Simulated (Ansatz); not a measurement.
# Sn$_{3}$Ge$_{29}$: what the fields show

Sn$_{3}$Ge$_{29}$, 64 atoms, a = 11.41 Å, b = 11.42 Å, c = 11.42 Å, α = 89.99°, β = 89.96°, γ = 89.92°.

Space group P1.

Level of theory: DFT LDA, scalar-relativistic, plane waves, PAW (Ansatz 0.2.0).

Core electrons are frozen (PAW), and the valence fields are smoothed inside the atomic spheres.

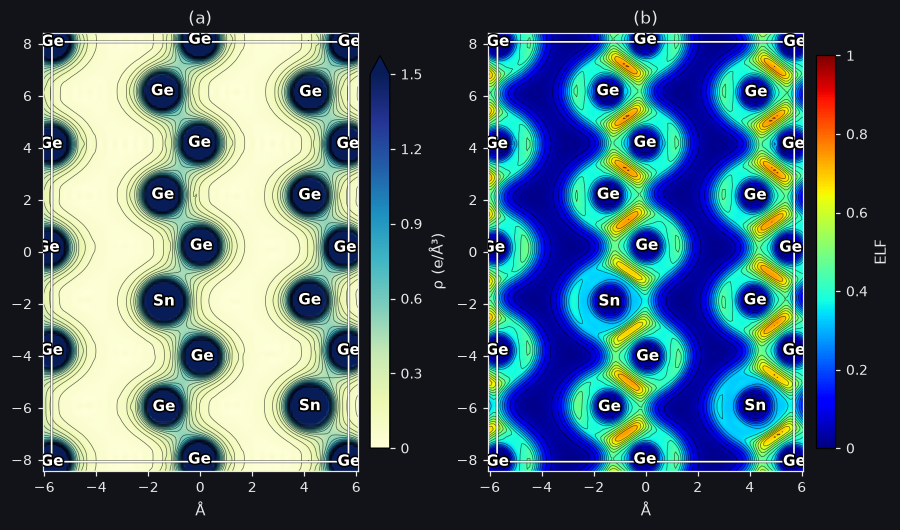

Figure 1. (a) valence electron density; (b) electron localisation function on the (101) plane of the conventional cell.

**Read the bonding off the picture.**

The section cuts through Ge and Sn sites.

Sn–Ge (2.58 Å): ρ at the midpoint is about 0.46 e/Å³; the ELF peaks at about 0.70 between the atoms.

Sn–Ge (2.60 Å): the density is about 0.44 e/Å³ at the midpoint; the ELF peaks at about 0.70 between the atoms.
The density dies away to nearly zero in the voids.

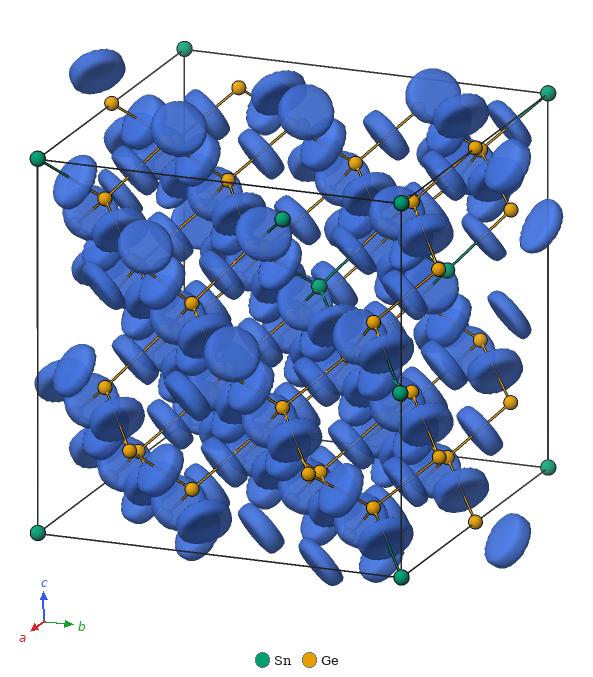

Figure 2. Isosurface of the ELF at 0.55 (blue), seen at an oblique angle. Core shells and regions of very low density are left out. Sticks mark near contacts.

**Describe the localisation domains.**

The surface consists of 105 regions between bonded Ge–Ge atoms, 22 regions between bonded Ge–Sn atoms and one region between bonded Sn–Sn atoms, counted in one cell of 64 atoms. Any copies at cell faces, edges or corners count once. Along the contacts the grid gives the following. Ge–Ge (2.41 Å): the ELF peaks at about 0.75 between the atoms. Sn–Ge (2.56 Å): the ELF peaks at about 0.70 between the atoms.

**Metal or insulator at this level of theory?**

It is metallic or semimetallic at this level of theory: no gap opens.
